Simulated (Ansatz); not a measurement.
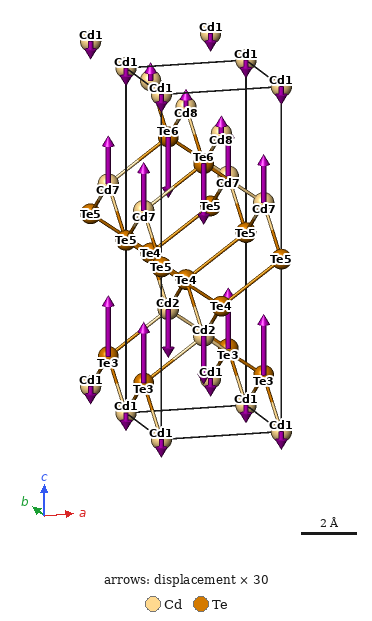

This is a relaxation of an interface cell of composition CdTe. The starting structure is drawn; purple arrows show the displacements (the part carried along by the change of the cell is left out), magnified 30 times.

The picture is a ball-and-stick view of the cell of the calculation, repeated 1 × 2 × 1 with one cell outlined, seen slightly off an axis.

Case: antiphase boundary on (0 0 1), species swapped.

These are results of DFT PBEsol, scalar-relativistic, plane waves, PAW (Ansatz 0.2.0), not measurements.

The input:
```yaml
crystal:
  lattice:
    - [4.5886583508, 0.0, 0.0]
    - [0.0, 4.5886583508, 0.0]
    - [0.0, 0.0, 12.9786857455]
  atoms:
    - { symbol: Cd, position: [0.0, 0.0, 0.0] }
    - { symbol: Cd, position: [0.5, 0.5, 0.25] }
    - { symbol: Te, position: [0.0, 0.5, 0.125] }
    - { symbol: Te, position: [0.5, 0.0, 0.375] }
    - { symbol: Te, position: [0.0, 0.0, 0.5] }
    - { symbol: Te, position: [0.5, 0.5, 0.75] }
    - { symbol: Cd, position: [0.0, 0.5, 0.625] }
    - { symbol: Cd, position: [0.5, 0.0, 0.875] }
basis:
  ecutwfc: 420
kpoints:
  mp_grid: { grid: [6, 6, 2] }
hamiltonian:
  xc: pbesol
scf:
  occupations: { method: gaussian, width: 0.05 }
output:
  forces: true
  stress: true
  eigenvalues: true
  populations: true
  write_density: true
  write_potential: true
  elf: true
  volumetric_format: npy
relax:
  adjacent_minimum: "off"
  f_tol: 0.02
  max_steps: 45
  cell: { fix: [a, b, alpha, beta, gamma], stress_tol: 0.1 }
```

Run as
```bash
ansatz run input.yaml --threads 2 --pin off --max-ram 5120MiB --backend cpu --events-out ev --progress --plain --runs-dir out
```

Question: What did the optimiser do to the structure, and how much energy did it gain?

Answer: The largest moves relative to the cell, 0.077 Å, are those of Te3 and Te6. Te3 goes along +c. By element the largest moves are Te 0.077 Å, Cd 0.061 Å. The volume changes by +3.4 %, with a = b unchanged at 4.589 Å, c 12.979 → 13.415 Å (+3.4 %). Among the contacts that change: Cd1–Te3 2.810 → 2.902 Å, Cd2–Te4 2.810 → 2.877 Å, Cd2–Te3 2.810 → 2.763 Å, Te4–Te5 2.810 → 2.843 Å. Among the angles between lasting bonds that change: Te3–Cd1–Te3 109.5° → 104.5°, Cd1–Te3–Cd1 109.5° → 104.5°, Cd7–Te5–Cd7 109.5° → 105.8°. The energy falls by 0.120 eV per cell of the calculation in 4 accepted moves (5 points after the start). Largest force component: 0.6 eV/Å at the start, 0.0068 eV/Å at the end. Pressure: 1.90 GPa at the start and 0.66 GPa at the end. The SCF was repeated once at an unchanged geometry on a basis and grid sized afresh for the cell, which shifted the energy by 1.4 meV per cell of the calculation at most. Cost: 4 min on 2 threads of AMD EPYC 7R43 64-Core Processor (Zen 3), with other jobs on the host, peak memory 0.98 GiB.
